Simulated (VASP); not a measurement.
# ZnO (zincite): the relaxed cell at several levels

Aim: relax ZnO (zincite) at several levels and hold each cell against experiment. The levels: PBE, LDA, r2SCAN and PBE + D3(BJ). LASPH is on for some levels and off for others; the table marks which. The start is a cell from a database of measured crystal structures.

Method: PBE; plane waves and PAW (Zn, O), in the first sound run; inputs show where later runs differ, in VASP 6.6.1.

Experimental background.

“Local structures of polar wurtzites Zn1-xMgxO studied by Raman and 67Zn/25Mg NMR spectroscopies and by total neutron scattering” (2008, arxiv:0808.0492) reports for ZnO, wurtzite, by time-of-flight neutron powder diffraction (polycrystalline, from oxalate precursor, 298 K): lattice constant a (a, Rietveld) 3.24945 ± 1e-05 Å; lattice constant c (c, Rietveld) 5.20574 ± 3e-05 Å.

## (1) The starting structure

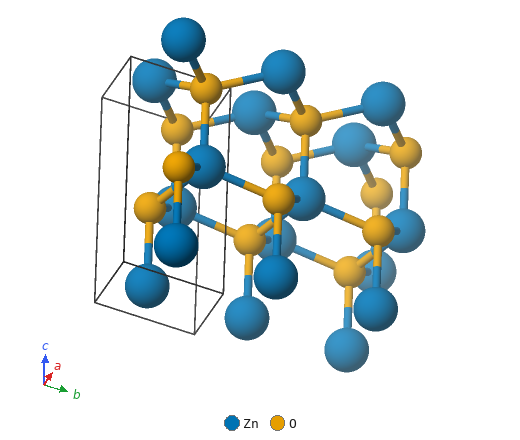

The cell as given, from a free direction (zinc blue, oxygen orange). 2×3×1 cells are drawn. Some periodic images of atoms are drawn too.

As a file:

```cif
data_structure
_symmetry_space_group_name_H-M 'P 1'
_symmetry_Int_Tables_number 1
_cell_length_a 3.2493
_cell_length_b 3.2493
_cell_length_c 5.2057
_cell_angle_alpha 90.000
_cell_angle_beta 90.000
_cell_angle_gamma 120.000
_cell_volume 47.60
loop_
_atom_site_label
_atom_site_type_symbol
_atom_site_fract_x
_atom_site_fract_y
_atom_site_fract_z
_atom_site_occupancy
Zn1 Zn 0.33333 0.66667 0.50000 1
Zn2 Zn 0.66667 0.33333 0.00000 1
O3 O 0.66667 0.33333 0.37901 1
O4 O 0.33333 0.66667 0.87901 1
```

## (2) Relaxation with PBE

The start need not lie at this functional's minimum. ISIF = 3 frees volume, shape and positions, and EDIFFG sets the threshold on forces and stress at which the search stops. PBE, the usual starting point, adds the gradient of the density.

Contents of INCAR:

```
SYSTEM = ZnO
PREC = Accurate
ENCUT = 560
EDIFF = 1E-06
NELM = 100
ISMEAR = -1
SIGMA = 0.05
LREAL = .FALSE.
ALGO = Normal
GGA = PE
NBANDS = 24
LORBIT = 11
LWAVE = .FALSE.
LCHARG = .FALSE.
KPAR = 2
IBRION = 2
NSW = 60
ISIF = 3
EDIFFG = -0.01
```

Contents of POSCAR:

```
ZnO
1.0
    3.2493080000      0.0000000000      0.0000000000
   -1.6246540000      2.8139832727      0.0000000000
    0.0000000000      0.0000000000      5.2057090000
Zn O
2 2
Direct
    0.3333333333      0.6666666667      0.5000000000
    0.6666666667      0.3333333333      0.0000000000
    0.6666666667      0.3333333333      0.3790100000
    0.3333333333      0.6666666667      0.8790100000
```

Contents of KPOINTS:

```
Automatic mesh
0
Gamma
8 8 5
0 0 0
```

Potentials, in the order of the species: Zn and O (PBE family, release 64).

On the command line:

```bash
$ mpirun -np 2 vasp_std
```

The program printed:

```text
[banner, memory and clock lines left out]
running    2 mpi-ranks, on    1 nodes
 distrk:  each k-point on    1 cores,    2 groups
 distr:  one band on    1 cores,    1 groups

 POSCAR found type information on POSCAR ZnO
 POSCAR found :  2 types and       4 ions
 LDA part: xc-table for (Slater+PW92), standard interpolation
 POSCAR, INCAR and KPOINTS ok, starting setup
 FFT: planning ... GRIDC
 FFT: planning ... GRID_SOFT
 FFT: planning ... GRID
 WAVECAR not read
 entering main loop
       N       E                     dE             d eps       ncg     rms          rms(c)
DAV:   1     0.298488915314E+03    0.29849E+03   -0.19584E+04  1448   0.231E+03
DAV:   2     0.792050707354E+01   -0.29057E+03   -0.27576E+03  1568   0.441E+02
DAV:   3    -0.206052152272E+02   -0.28526E+02   -0.28323E+02  1624   0.144E+02
DAV:   4    -0.210619228244E+02   -0.45671E+00   -0.45644E+00  1744   0.192E+01
DAV:   5    -0.210647378366E+02   -0.28150E-02   -0.28150E-02  1584   0.141E+00    0.147E+01
DAV:   6    -0.176744322694E+02    0.33903E+01   -0.90471E+00  2512   0.667E+01    0.907E+00
DAV:   7    -0.178526556236E+02   -0.17822E+00   -0.27011E+00  1488   0.182E+01    0.537E+00
DAV:   8    -0.178670942187E+02   -0.14439E-01   -0.60099E-01  2160   0.781E+00    0.165E+00
DAV:   9    -0.178158733612E+02    0.51221E-01   -0.12464E-01  2232   0.663E+00    0.307E-01
DAV:  10    -0.178188557765E+02   -0.29824E-02   -0.43432E-02  1456   0.145E+00    0.146E-01
DAV:  11    -0.178188447559E+02    0.11021E-04   -0.99202E-04  2008   0.356E-01    0.295E-02
DAV:  12    -0.178188991996E+02   -0.54444E-04   -0.82795E-05  1760   0.119E-01    0.308E-02
DAV:  13    -0.178188945678E+02    0.46317E-05   -0.22588E-05  1912   0.971E-02    0.107E-02
DAV:  14    -0.178188937475E+02    0.82033E-06   -0.95822E-06  1680   0.371E-02
   1 F= -.17818894E+02 E0= -.17818891E+02  d E =-.178189E+02
 curvature:   0.00 expect dE= 0.000E+00 dE for cont linesearch  0.000E+00
 trial: gam= 0.00000 g(F)=  0.108E-02 g(S)=  0.114E+00 ort = 0.000E+00 (trialstep = 0.100E+01)
 search vector abs. value=  0.115E+00
 bond charge predicted
       N       E                     dE             d eps       ncg     rms          rms(c)
DAV:   1    -0.193486057859E+02   -0.15297E+01   -0.22570E+01  1688   0.921E+01    0.890E+00
DAV:   2    -0.180238996543E+02    0.13247E+01   -0.42855E+00  1872   0.364E+01    0.338E+00
DAV:   3    -0.178959674432E+02    0.12793E+00   -0.15036E-01  1888   0.113E+01    0.197E+00
DAV:   4    -0.178488773788E+02    0.47090E-01   -0.64733E-02  2112   0.346E+00    0.258E-01
DAV:   5    -0.178485106416E+02    0.36674E-03   -0.10590E-02  1544   0.888E-01    0.549E-02
DAV:   6    -0.178485281645E+02   -0.17523E-04   -0.16712E-04  1992   0.263E-01    0.331E-02
DAV:   7    -0.178485484864E+02   -0.20322E-04   -0.96856E-05  2192   0.200E-01    0.190E-02
DAV:   8    -0.178485460542E+02    0.24323E-05   -0.52390E-05  1552   0.145E-01    0.268E-03
DAV:   9    -0.178485462132E+02   -0.15906E-06   -0.13121E-06  1144   0.138E-02
   2 F= -.17848546E+02 E0= -.17848540E+02  d E =-.296525E-01
[...]
3 F= -.17856919E+02 E0= -.17856915E+02  d E =-.380257E-01
[...]
4 F= -.17856908E+02 E0= -.17856904E+02  d E =-.380142E-01
[...]
5 F= -.17856960E+02 E0= -.17856955E+02  d E =-.519601E-04
[...]
6 F= -.17856970E+02 E0= -.17856965E+02  d E =-.617846E-04
 curvature:  -0.72 expect dE=-0.437E-04 dE for cont linesearch -0.149E-07
 trial: gam= 0.45958 g(F)=  0.352E-04 g(S)=  0.253E-04 ort = 0.129E-05 (trialstep = 0.104E+01)
 search vector abs. value=  0.787E-04
 bond charge predicted
       N       E                     dE             d eps       ncg     rms          rms(c)
DAV:   1    -0.178573696548E+02   -0.39974E-03   -0.17159E-02  1696   0.155E+00    0.146E-01
DAV:   2    -0.178570697559E+02    0.29990E-03   -0.16746E-03  1904   0.700E-01    0.556E-02
DAV:   3    -0.178570331883E+02    0.36568E-04   -0.33859E-05  2008   0.132E-01    0.321E-02
DAV:   4    -0.178570179883E+02    0.15200E-04   -0.24513E-05  1936   0.547E-02    0.499E-03
DAV:   5    -0.178570178764E+02    0.11196E-06   -0.31597E-06  1384   0.170E-02
   7 F= -.17857018E+02 E0= -.17857013E+02  d E =-.481926E-04
 trial-energy change:   -0.000048  1 .order   -0.000050   -0.000063   -0.000037
 step:   2.5299(harm=  2.5299)  dis= 0.00182  next Energy=   -17.857047 (dE=-0.772E-04)
 reached required accuracy - stopping structural energy minimisation
```

Wall time 35 s (2 MPI ranks of Intel Xeon 6975P-C (Granite Rapids), shared host); peak memory 0.35 GiB; 67 s of CPU time.

Lines that name or quote the potential files are left out of all logs, and their timing lines are given in words.

From OUTCAR (step 2):

```text
ion  position               nearest neighbor table
   1  0.333  0.667  0.500-   4 1.97   3 1.98   3 1.98   3 1.98
   2  0.667  0.333  0.000-   3 1.97   4 1.98   4 1.98   4 1.98
   3  0.667  0.333  0.379-   2 1.97   1 1.98   1 1.98   1 1.98
   4  0.333  0.667  0.879-   1 1.97   2 1.98   2 1.98   2 1.98

  LATTYP: Found a hexagonal cell.
 ALAT       =     3.2493080000
 C/A-ratio  =     1.6020977390

 Subroutine GETGRP returns: Found 12 space group operations
 (whereof  6 operations were pure point group operations)

The static configuration has the point symmetry C_3v.
 The point group associated with its full space group is C_6v.

 Found     30 irreducible k-points:

   k-points           NKPTS =     30   k-points in BZ     NKDIM =     30   number of bands    NBANDS=     24

   dimension x,y,z NGX =    28 NGY =   28 NGZ =   40
   dimension x,y,z NGXF=    56 NGYF=   56 NGZF=   80

   ENCUT  =  560.0 eV  41.16 Ry    6.42 a.u.   6.27  6.27 10.04*2*pi/ulx,y,z

   NELECT =      36.0000    total number of electrons

 k-points in reciprocal lattice and weights: Automatic mesh
   0.00000000  0.00000000  0.00000000       0.003
   0.12500000  0.00000000  0.00000000       0.019
   0.25000000  0.00000000  0.00000000       0.019
   0.37500000  0.00000000  0.00000000       0.019
   0.50000000  0.00000000  0.00000000       0.009
   0.12500000  0.12500000  0.00000000       0.019
   0.25000000  0.12500000  0.00000000       0.038
   0.37500000  0.12500000  0.00000000       0.038
   0.25000000  0.25000000  0.00000000       0.019
[...]
0.25000000  0.25000000  0.40000000       0.038
   0.37500000  0.25000000  0.40000000       0.038

 average (electrostatic) potential at core
       1 -36.1258       2 -36.1258       3 -73.3801       4 -73.3801

 E-fermi :   1.2303

 k-point     1 :       0.0000    0.0000    0.0000
  band No.  band energies     occupation
    ...
     14       0.0907      2.00000
     15       0.0907      2.00000
     16       0.7573      1.99984
     17       0.8340      1.99928
     18       0.8340      1.99928
     19       1.5507      0.00329
     20       5.8923      0.00000
     21       8.8870      0.00000
     22      13.5127      0.00000
     23      13.5127      0.00000
    ...

 k-point     2 :       0.1250    0.0000    0.0000
  band No.  band energies     occupation
    ...
     14      -0.4483      2.00000
     15      -0.1033      2.00000
     16       0.0265      2.00000
     17       0.6595      1.99998
     18       0.7293      1.99991
     19       2.5620      0.00000
     20       6.4934      0.00000
     21       8.8912      0.00000
     22      12.1501      0.00000
     23      13.6468      0.00000
    ...

 k-point     3 :       0.2500    0.0000    0.0000
  band No.  band energies     occupation
    ...
     14      -1.5684      2.00000
     15      -0.8613      2.00000
     16      -0.5720      2.00000
     17       0.3582      2.00000
     18       0.4612      2.00000
     19       3.9921      0.00000
     20       7.6466      0.00000
     21       8.8707      0.00000
     22      10.3278      0.00000
     23      12.1809      0.00000
    ...

  Total        0.0122808      0.0122808      0.0141802      0.0000000      0.0000000      0.0000000
  in kB        0.3962185      0.3962185      0.4574983      0.0000000      0.0000000      0.0000000
  external PRESSURE =       0.4166451 kB  Pullay stress =       0.0000000 kB

  energy-cutoff  :      560.00
  volume of cell :       49.66
      direct lattice vectors                 reciprocal lattice vectors
     3.288512529 -0.000000000  0.000000000     0.304088852  0.175565781 -0.000000000
    -1.644256265  2.847935391  0.000000000     0.000000000  0.351131561  0.000000000
     0.000000000 -0.000000000  5.302398439    -0.000000000 -0.000000000  0.188593900

 POSITION                                       TOTAL-FORCE (eV/Angst)
 -----------------------------------------------------------------------------------
     -0.00000      1.89862      2.64970         0.000000     -0.000000      0.008343
      1.64426      0.94931      5.30090         0.000000     -0.000000      0.008343
      1.64426      0.94931      2.01116        -0.000000      0.000000     -0.008343
     -0.00000      1.89862      4.66236        -0.000000      0.000000     -0.008343
 -----------------------------------------------------------------------------------
    total drift:                                0.000000      0.000001     -0.000314

  FREE ENERGIE OF THE ION-ELECTRON SYSTEM (eV)
  ---------------------------------------------------
  free  energy   TOTEN  =       -17.8570178764 eV

  energy  without entropy=      -17.8570088583  energy(sigma->0) =      -17.85701337

 reached required accuracy - stopping structural energy minimisation

 total charge
# of ion       s       p       d       tot
------------------------------------------
    1        0.446   0.452   9.890  10.788
    2        0.446   0.452   9.890  10.788
    3        1.549   3.436   0.000   4.984
    4        1.549   3.436   0.000   4.984
--------------------------------------------------
tot          3.990   7.776  19.780  31.545

[... 3 further parts left out ...]
```

The gap is read on the k-mesh alone, so it is an upper bound where the band edges lie off the mesh. The run keeps the 12 symmetry operations of its start, so it cannot find a distortion of lower symmetry.

Relaxation path:

```tsv
step	energy less that of the first step (eV)	largest force (eV/Å)	pressure (GPa)	volume (Å³)
1	0.0000	0.0749	5.92	47.60
2	-0.0297	0.0291	-2.54	50.69
3	-0.0380	0.0035	-0.03	49.67
4	-0.0380	0.0022	0.05	49.63
5	-0.0381	0.0104	0.18	49.62
6	-0.0381	0.0135	0.09	49.61
7	-0.0381	0.0083	0.04	49.66
```

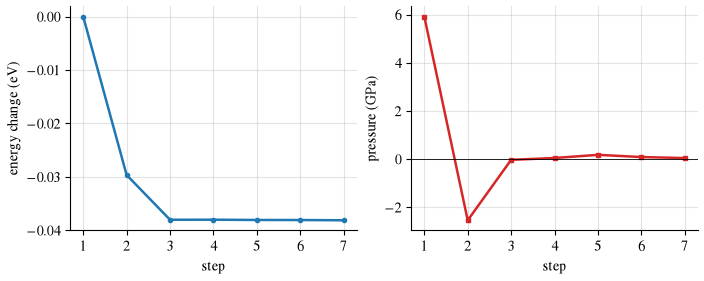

Energy and pressure along the relaxation.

```tsv
conventional cell, symmetrised	before	after	change
a (Å)	3.249	3.289	+1.2 %
b (Å)	3.249	3.289	+1.2 %
c (Å)	5.206	5.302	+1.9 %
volume (Å³/atom)	11.90	12.41	+4.3 %
```

The relaxed structure:

```cif
data_structure
_symmetry_space_group_name_H-M 'P 1'
_symmetry_Int_Tables_number 1
_cell_length_a 3.2885
_cell_length_b 3.2885
_cell_length_c 5.3024
_cell_angle_alpha 90.000
_cell_angle_beta 90.000
_cell_angle_gamma 120.000
_cell_volume 49.66
loop_
_atom_site_label
_atom_site_type_symbol
_atom_site_fract_x
_atom_site_fract_y
_atom_site_fract_z
_atom_site_occupancy
Zn1 Zn 0.33333 0.66667 0.49972 1
Zn2 Zn 0.66667 0.33333 0.99972 1
O3 O 0.66667 0.33333 0.37929 1
O4 O 0.33333 0.66667 0.87929 1
```

Numbers from this step:

```
electrons                       : 36
bands                           : 24
irreducible k-points            : 30
symmetry operations             : 12
free energy (TOTEN)             : -17.86 eV
Fermi energy                    : 1.230 eV
pressure                        : 0.04166 GPa
metallic                        : no
valence top at k                : 0, 0, 0
conduction bottom at k          : 0, 0, 0
least direct gap at k           : 0, 0, 0
SCF cycles over all ionic steps : 50
gap on the k-mesh               : 0.7167 eV
least direct gap on the k-mesh  : 0.7167 eV
```

It ends with a largest force of 0.008 eV/Å and a pressure of 0.04 GPa. The volume lies +4.3 % from that of the database's start. The conventional cell has a = 3.289 and c = 5.302 Å.

(Part 1 of 3 ends here.)

[Lines on the potential files, build, host, timing and source positions are cut from VASP's logs without a mark.]

[Logs are printed without paths, hosts, clocks, repeated set-up lines and the standing remarks that a program may print on its own settings, such as how far it seeks lower states.]

[Hosts, paths, dates, database ids (printed as entryN), source tags and the programs' standing remarks are cut or masked in the printed files.]

[A measured line is paired with the nearest computed mode of its activity, which favours agreement.]
